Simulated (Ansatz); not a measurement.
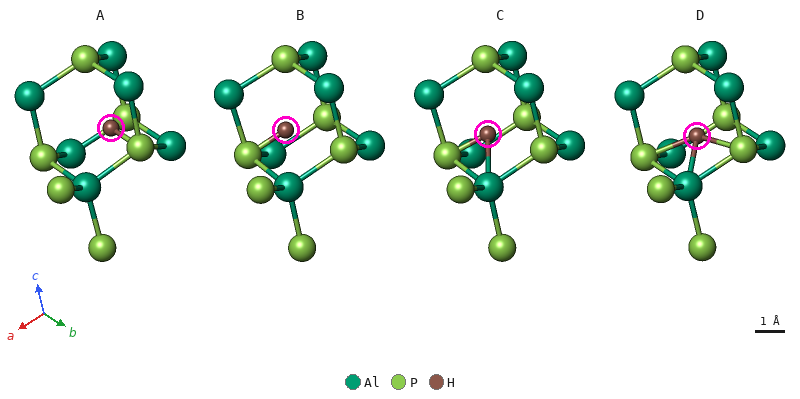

4 geometries from a converged minimum-energy path of a defect cell of composition Al16P16H (33 atoms in the cell), shuffled. Style: ball-and-stick. Shown: the atoms within 4.1 Å of the middle of the path, from a free direction. The moving atom is ringed, with any periodic copies. Bonds to atoms that aren't drawn are left out.

Level of theory: Ansatz, DFT PBEsol, scalar-relativistic, plane waves, PAW. Run with plane-wave cutoff 420 eV; k-point mesh 2 × 2 × 2; Gaussian smearing 0.02 eV; spin collinear; 5 movable images; climbing image.

> Which frame is the top of the path?

D. In order along the path, whose images run from 0 to 6: B (image 0, 0.000 eV), C (image 1, +0.012 eV), D (image 3, +0.090 eV), A (image 6, 0.000 eV). The H atom travels furthest, 0.99 Å from end to end, along [−1 1 0], on a path that bends up to 0.29 Å away from the straight line. At the highest image its nearest neighbour (P) is 2.06 Å away, against 1.60 Å at the start, and the surrounding atoms stand up to 0.06 Å off the mean of their end positions. Breaking: H–P (1.60 → 2.65 Å). Forming: H–P (2.65 → 1.60 Å).
